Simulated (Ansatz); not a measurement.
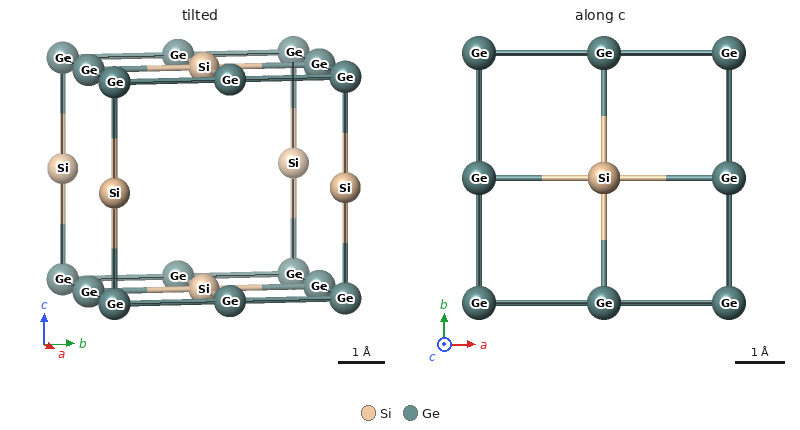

The image is a ball-and-stick drawing of a crystal, viewed slightly off an axis and along the c axis. One conventional unit cell is framed, with atoms on its boundary repeated. Cell: a = 5.16 Å, b = 5.16 Å, c = 4.86 Å, α = 90.00°, β = 90.00°, γ = 90.00°.

Its origin is a random cell made by a generator, so it need not be a real form of the compound. Earlier steps of the study may have refined or changed the cell and positions. Ansatz was used for an electronic-structure calculation on it.

State composition, symmetry and coordination.

The stoichiometry is Si₂Ge₃. It belongs to space group P4/mmm (No. 123) and has a primitive tetragonal lattice. One cell contains 2 Si, 3 Ge, 5 atoms in all. Si takes two kinds of site: 1b with two Ge in a linear arrangement at about 2.4 Å; 1c with four Ge in a square planar arrangement at about 2.6 Å. Ge takes two kinds of site: 1a with four Ge and two Si in a distorted octahedral arrangement (about 2.6 Å to Ge, 2.4 Å to Si); 2f with two Si and two Ge in a square planar arrangement (about 2.6 Å to Si, 2.6 Å to Ge). The bonds build a three-dimensional framework.

The numbers come from Ansatz, DFT PBE, scalar-relativistic, plane waves, PAW, using cutoff 420 eV, Brillouin-zone sampling on an 8×8×8 mesh, Gaussian smearing of 0.1 eV, no spin polarisation.

How large a gap does the method give, if there is one?

A metal: bands cross the Fermi level.

How charged are the atoms, by the Bader scheme?

Si +0.07 to +0.11 e; Ge -0.14 to -0.02 e.

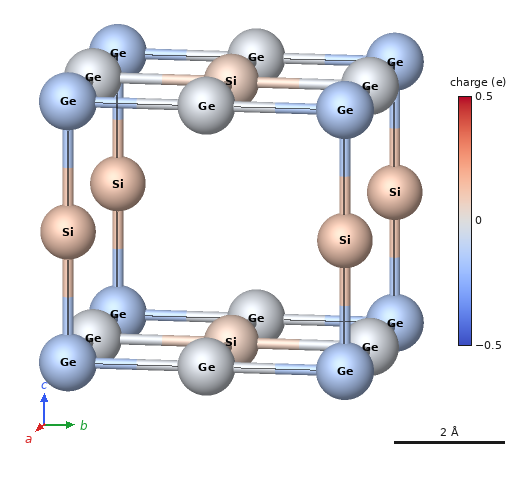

The atoms coloured by those charges. The run's cell of 5 atoms is drawn.

Are forces and stress small enough to call this relaxed?

Yes. All forces vanish to within 0.01 eV/Å. The pressure is 0.0 GPa, close to zero.
